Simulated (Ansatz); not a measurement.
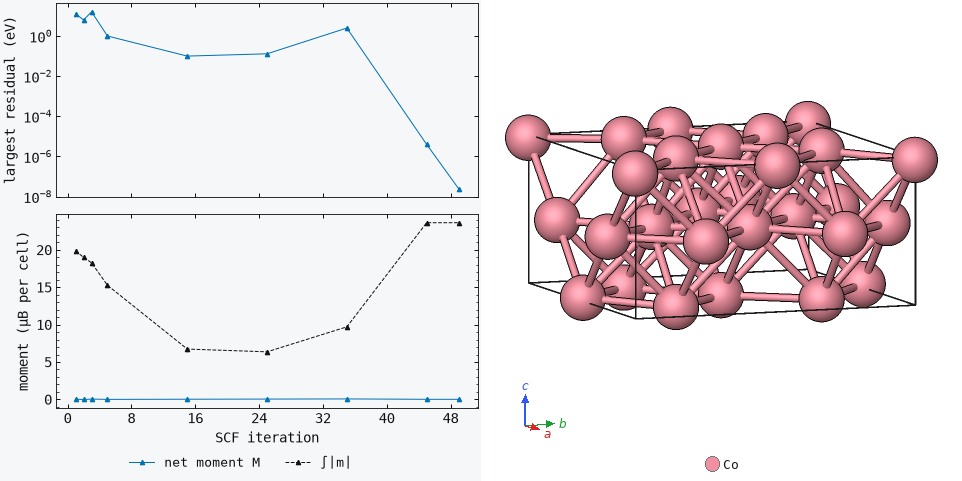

Beside the plot: the structure.

The plot shows the SCF iterations of a calculation: largest residual, magnetic moments. Only some iterations were kept.

Program: Ansatz.

```
crystal:
  lattice:
    - [7.08, 0, 0]
    - [0, 7.08, 0]
    - [0, 0, 3.54]
  symmetry: { detect: false, time_reversal: true }
  atoms:
    - { symbol: Co, position: [0.9982625, 0.998309, 0.978112], spin: 1.8 }
    - { symbol: Co, position: [0.9845662, 0.2568853, 0.4936977], spin: -1.8 }
    - { symbol: Co, position: [0.251506, 0.0053173, 0.4845372], spin: 1.8 }
    - { symbol: Co, position: [0.2441614, 0.2464577, 0.0055138], spin: -1.8 }
    - { symbol: Co, position: [0.0001967, 0.5057869, 0.98474], spin: 1.8 }
    - { symbol: Co, position: [0.0022288, 0.7476105, 0.5036521], spin: -1.8 }
    - { symbol: Co, position: [0.2423512, 0.5125136, 0.4980368], spin: 1.8 }
    - { symbol: Co, position: [0.2545057, 0.7490856, 0.9813201], spin: -1.8 }
    - { symbol: Co, position: [0.495651, 0.0041656, 0.0201228], spin: 1.8 }
    - { symbol: Co, position: [0.4976019, 0.2486932, 0.4754453], spin: -1.8 }
    - { symbol: Co, position: [0.7443665, 0.9974461, 0.4918019], spin: 1.8 }
    - { symbol: Co, position: [0.733906, 0.2457916, 0.9932277], spin: -1.8 }
    - { symbol: Co, position: [0.5045364, 0.4939289, 0.9945362], spin: 1.8 }
    - { symbol: Co, position: [0.4980636, 0.756129, 0.5001863], spin: -1.8 }
    - { symbol: Co, position: [0.7506988, 0.5040678, 0.5105004], spin: 1.8 }
    - { symbol: Co, position: [0.7492262, 0.7604413, 0.0017376], spin: -1.8 }
hamiltonian:
  xc: pbe
  pseudopotentials: { kind: nc }
kpoints:
  mp_grid: { grid: [1, 1, 1], shift: [0, 0, 0] }
magnetization:
  spin_polarized: true
scf:
  occupations: { method: fermi_dirac }
  lower_state_search: standard
```

Did the calculation converge?

Answer. The run converged; it took 49 iterations. The residual falls unevenly and jumps up by a factor of two or more twice between kept points, most sharply before step 35 (by a factor of about 20).

What is the residual at the start and at the end?

Answer. It starts near 10 and ends near 2 × 10⁻⁸ eV.

What happens to the magnetisation?

Answer. The net moment stays near 0.01 μB per cell. ∫|m| ends at 23.6 μB, so the local moments cancel.
